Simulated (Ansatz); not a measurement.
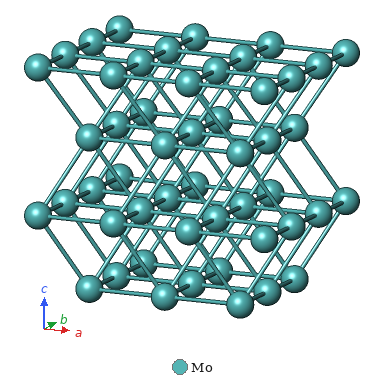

System: H on a slab of content Mo. The picture shows the clean slab (repeated in the plane, vacuum cut away).

The given structure:
```xyz
4
Lattice="2.7101 0.0000 0.0000 -0.9034 2.5551 0.0000 0.0000 0.0000 23.6383" Properties=species:S:1:pos:R:3 pbc="T T T"
Mo    0.9034    1.2775    8.5001
Mo    0.0000    0.0000   10.7129
Mo    0.9034    1.2775   12.9261
Mo    0.0000    0.0000   15.0422
```

Input of one of the runs behind the figure:
```
crystal:
  lattice:
    - [2.710059232, 0.0, 0.0]
    - [-0.9033530773, 2.5550683472, 0.0]
    - [0.0, 0.0, 25.6382622912]
  atoms:
    - { symbol: Mo, position: [0.5, 0.5, 0.3315357299] }
    - { symbol: Mo, position: [0.0, 0.0, 0.417842441] }
    - { symbol: Mo, position: [0.5, 0.5, 0.5041719012] }
    - { symbol: Mo, position: [0.0, 0.0, 0.5867100357] }
    - { symbol: H, position: [0.3333333333, 0.6666666667, 0.6303947436] }
basis:
  ecutwfc: 420
kpoints:
  mp_grid: { grid: [11, 11, 1] }
hamiltonian:
  xc: pbesol
scf:
  occupations: { method: gaussian, width: 0.1 }
output:
  forces: true
  eigenvalues: true
  write_density: true
  write_potential: true
  elf: true
  volumetric_format: npy
relax:
  adjacent_minimum: "off"
  f_tol: 0.03
  max_steps: 70
  constraints: [{ sites: [0, 1] }]
efield:
  axis: 3
  dipole_correction: true
  ramp_width: 0.04
```

Run as:
```bash
ansatz run input.yaml --threads 2 --pin off --max-ram 5120MiB --backend cpu --events-out ev --progress --plain --runs-dir out
```

How it was computed, with Ansatz 0.2.0: adsorption at several starting sites on a slab cut from the named crystal, one adsorbate a surface cell, the lower planes held, the adsorption energy counts from the clean slab and the free, spin-polarised adsorbate, negative where bound, plane waves with PAW datasets, Γ-centred k mesh. Level: PBEsol, no spin polarisation.

- crystal formula: Mo
- crystal space group number: 229
- Miller index h: 1
- Miller index k: 1
- Miller index l: 0
- top plane: Mo
- bottom plane: Mo
- planes: 4
- surface cell: (1, 1)
- slab thickness as cut: 6.64 Å
- vacuum: 17 Å
- surface area: 6.924 Å²
- wave cutoff: 420 eV
- k mesh: 11×11×1
- occupations: Gaussian
- smearing width: 0.1 eV
- boundary: dipole corrected
- adsorbate: H

Sites are named by a rule of distances and placed in fractions of the cell vectors a and b; the slab's top layers relax too; key: 1 = top site at (0.00, 0.00); 2 = hollow site at (0.33, 0.67); 3 = bridge site at (0.50, 0.00).

Predict the adsorption energy of each starting site.

Among these starts the lowest is no. 2, at −3.184 eV; the next, no. 3, is 0.160 eV higher.

```csv
starting site,adsorption energy (eV),height over highest slab atom (Å),lateral move (Å),dipole change (e Å)
no. 1,-2.138,1.728,0.00,-0.076
no. 2,-3.184,1.075,0.16,-0.003
no. 3,-3.024,1.305,0.00,-0.023
```

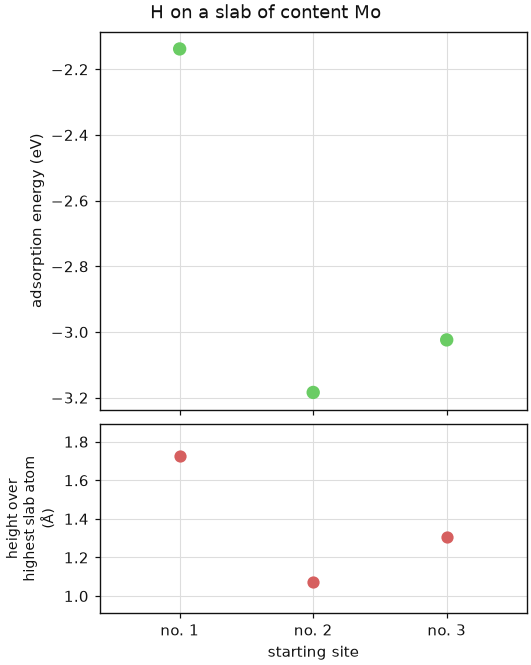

Keep in mind: xc potential rough in thin density.
